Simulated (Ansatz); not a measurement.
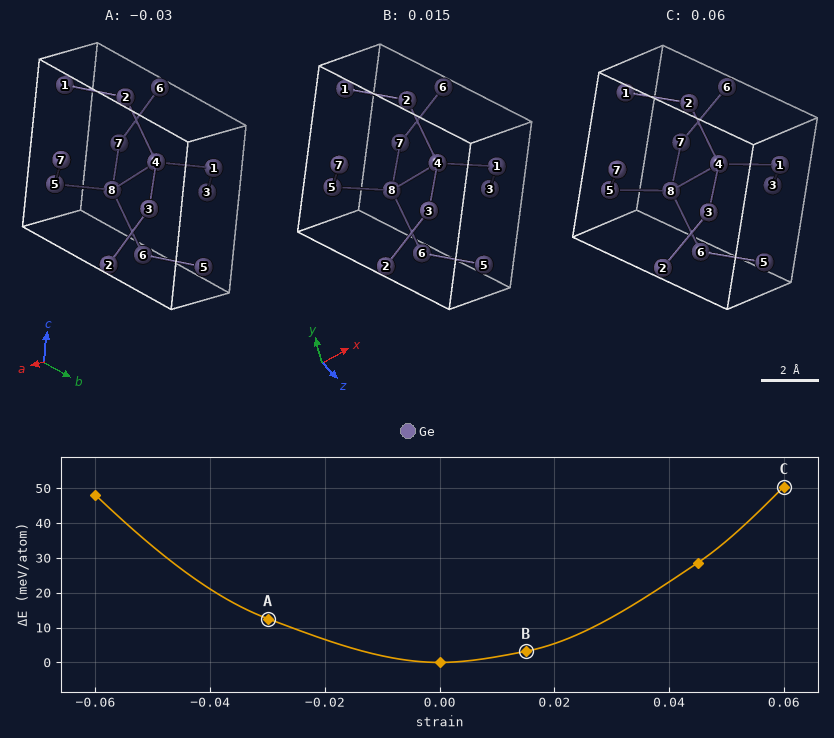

Solid Ge (Ia-3): the cell is strained along x and oppositely along y, with the atoms kept at their fractional coordinates. x, y and z are the Cartesian axes of the input. The lettered frames are marked on the plot. The picture is a ball-and-stick view of the cell of the calculation, seen slightly off an axis.

Level of theory: Ansatz 0.2.0, DFT PBEsol, scalar-relativistic, plane waves, PAW. Set-up: plane-wave cutoff 420 eV; k-point mesh 8 × 8 × 8; occupations gaussian; smearing width 0.15 eV; no spin polarisation. Energies (free energies at the smearing named) are counted from the relaxed crystal.

Q: What does the scan show?

A: The lowest computed point lies at the strain 0.00 (0.0 meV/atom). At the ends of the scan the energy is 48.1 meV/atom (−0.06) and 50.5 meV/atom (0.06). The distortion takes the space group from Ia-3 to Ibca. At the strain −0.06 the cell of the drawing goes a 6.010 → 6.017 Å, b 6.010 → 6.017 Å, c 6.010 → 6.017 Å, α 109.5° → 114.4°, β 109.5° → 104.6°, γ 109.5° → 109.6°.

The computed points:

```tsv
strain	ΔE (meV/atom)
−0.060	48.1
−0.030	12.6
0.000	0.0
0.015	3.2
0.045	28.6
0.060	50.5
```
